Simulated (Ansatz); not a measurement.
```yaml
crystal:
  lattice:
    - [3.74430, 0.00000, 0.00000]
    - [-1.87215, 3.24266, 0.00000]
    - [0.00000, 0.00000, 10.91089]
  atoms:
    - { symbol: Ga, position: [0.33333, 0.66667, 0.58962] }
    - { symbol: Ga, position: [0.66667, 0.33333, 0.08962] }
    - { symbol: Ga, position: [0.33333, 0.66667, 0.91038] }
    - { symbol: Ga, position: [0.66667, 0.33333, 0.41038] }
    - { symbol: Se, position: [0.33333, 0.66667, 0.25000] }
    - { symbol: Se, position: [0.66667, 0.33333, 0.75000] }
```

Space group P6₃/mmc; started from the 2H molybdenite_194 prototype, which need not be the ambient phase.

Method: Ansatz 0.2.0, DFT PBE, scalar-relativistic, plane waves, PAW.

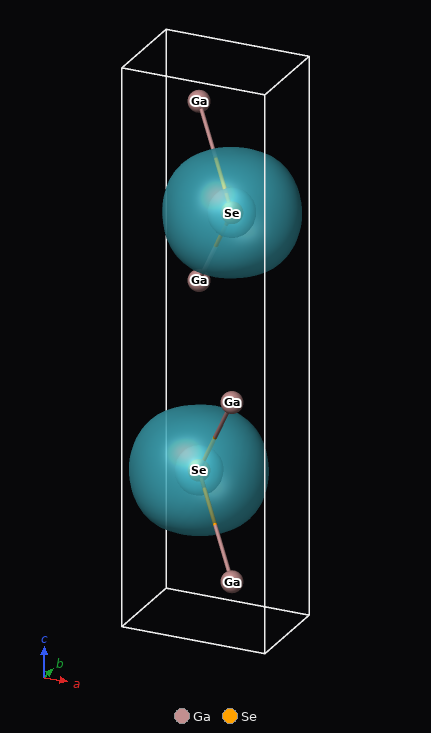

Ga2Se. Isosurface of the electron localisation function at 0.55 (cyan), seen slightly off an axis. Core shells and regions of very low density are left out. Sticks mark near contacts.

In a PAW calculation such maps are meaningful between the atoms, not at the nuclei.

### Where are the electrons localised?

The surface consists of two regions wrapped around Se (the valence shell of each), counted in one cell of 6 atoms. Any copies at cell faces, edges or corners count once. Profiles from the grid: Ga–Se (2.78 Å): the ELF is about 0.50 at the midpoint and 0.25 at its lowest between the atoms.

### Does the calculation give a band gap?

It is metallic or semimetallic at this level of theory: no gap opens.
